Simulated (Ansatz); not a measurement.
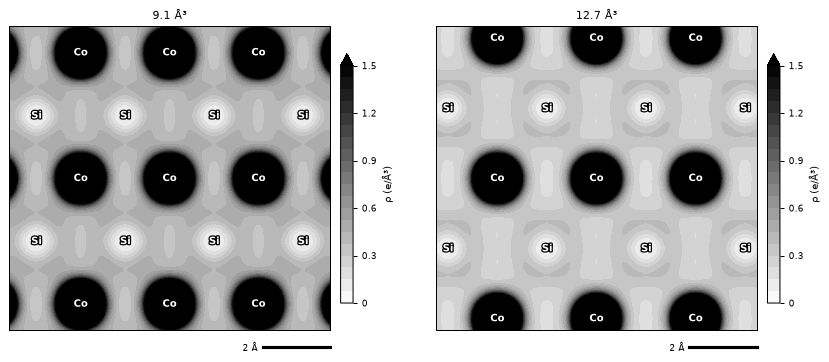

CoSi. The valence pseudo-density of cells scaled evenly to different volumes (given per atom above each panel), on the (011) plane of each (indices in the axes of the cell below), at one length scale and on one colour scale.

A structure from a database of computed crystals, not necessarily the ambient phase; computed without spin polarisation.

Method: DFT, PBE, PAW with Ansatz's default frozen-core files, scalar-relativistic in Ansatz.

Core electrons are frozen (PAW), and the valence fields are smoothed inside the atomic spheres.

The largest cell:

```
Co Si
1.0
     2.93910    0.00000    0.00000
     0.00000    2.93910    0.00000
     0.00000    0.00000    2.93910
Co Si
1 1
Direct
  0.00000 0.00000 0.00000
  0.50000 0.50000 0.50000
```

| volume (Å³/atom) | Co–Si contact in the plane (Å) | ρ at its midpoint (e/Å³) | pressure (GPa) | 
| --- | --- | --- | --- |
| 9.14 | 2.282 | 0.501 | 49.5 | 
| 9.68 | 2.326 | ? | ? | 
| 12.69 | 2.545 | 0.327 | −24.0 | 

Q: What values belong in the row with question marks?

A: Over the known rows ln ρ falls by 1.62 per Å of Co–Si distance (the line through the two), which gives 0.466 e/Å³ at 2.326 Å; the calculation gives 0.465 e/Å³. For the pressure, a straight line in volume between the neighbouring rows gives 38.3 GPa; the calculation gives 27.8, lower because pressure rises ever faster on compression.
